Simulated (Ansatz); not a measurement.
## Electronic structure of Si₂W in real space

Input

```
crystal:
  lattice:
    - [0.0, 2.9470898269, 2.9470898269]
    - [2.9470898269, 0.0, 2.9470898269]
    - [2.9470898269, 2.9470898269, 0.0]
  atoms:
    - { symbol: Si, position: [0.25, 0.25, 0.25] }
    - { symbol: Si, position: [0.75, 0.75, 0.75] }
    - { symbol: W, position: [0.0, 0.0, 0.0] }
basis:
  ecutwfc: 420
kpoints:
  mp_grid: { grid: [14, 14, 14] }
hamiltonian:
  xc: pbe
scf:
  occupations: { method: gaussian, width: 0.1 }
output:
  forces: true
  stress: true
  eigenvalues: true
  write_density: true
  write_potential: true
  elf: true
  volumetric_format: npy
relax:
  adjacent_minimum: "off"
  f_tol: 0.01
  max_steps: 80
  cell: { stress_tol: 0.05 }
```

Command:

```sh
ansatz run input.yaml --threads 1 --pin off --max-ram 2048MiB --backend cpu --events-out ev --progress --plain --runs-dir out
```

Below, planes, directions and counts refer to the conventional cell (a = 5.89 Å, b = 5.89 Å, c = 5.89 Å, α = 90.00°, β = 90.00°, γ = 90.00°).

The fields are those of the relaxed geometry.

Space group Fm-3m; a structure generated by program, which may or may not match a known phase.

These are results of DFT PBE, scalar-relativistic, plane waves, PAW (Ansatz 0.2.0), not measurements.

The density is the valence pseudo-density of a PAW calculation; it isn't the true density close to the nuclei.

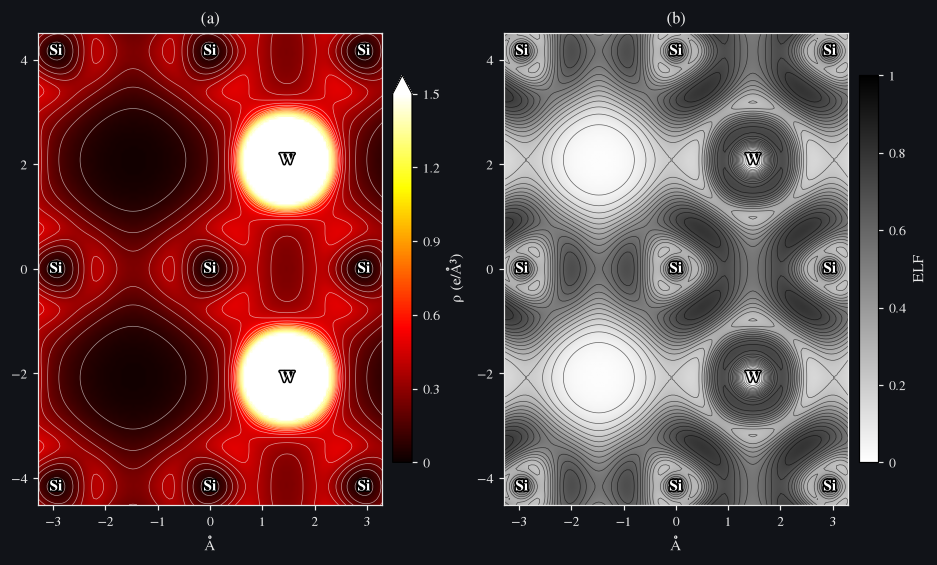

Figure 1. (a) valence electron density; (b) electron localisation function on the (110) plane of the conventional cell.

**Read the bonding off the picture.**

- The plane passes through Si and W nuclei.
- Si–W (2.55 Å): ρ is about 0.47 e/Å³ halfway; the ELF peaks at about 0.80 in the valence shell of Si, 0.9 Å from its nucleus, and is about 0.50 at the midpoint.
- Between the atoms the lowest density in this plane is 0.02 e/Å³.
- The features right at W lie inside the PAW spheres, where the map follows smoothed inner orbitals and isn't to be read closely.

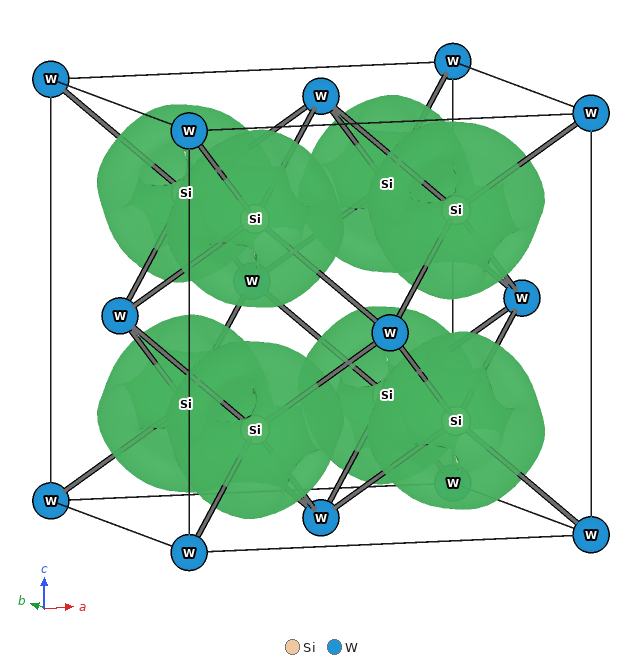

Figure 2. Isosurface of the electron localisation function at 0.6 (green), seen slightly off an axis. Core shells and regions of very low density are left out. Sticks mark near contacts.

**Describe the localisation domains.**

At this value the surface marks out eight regions wrapped around Si (the valence shell of each), counted in one cell of 12 atoms. Regions shared between cells count once.

**Does the calculation give a band gap?**

It is gapless in this calculation (a metal or semimetal).
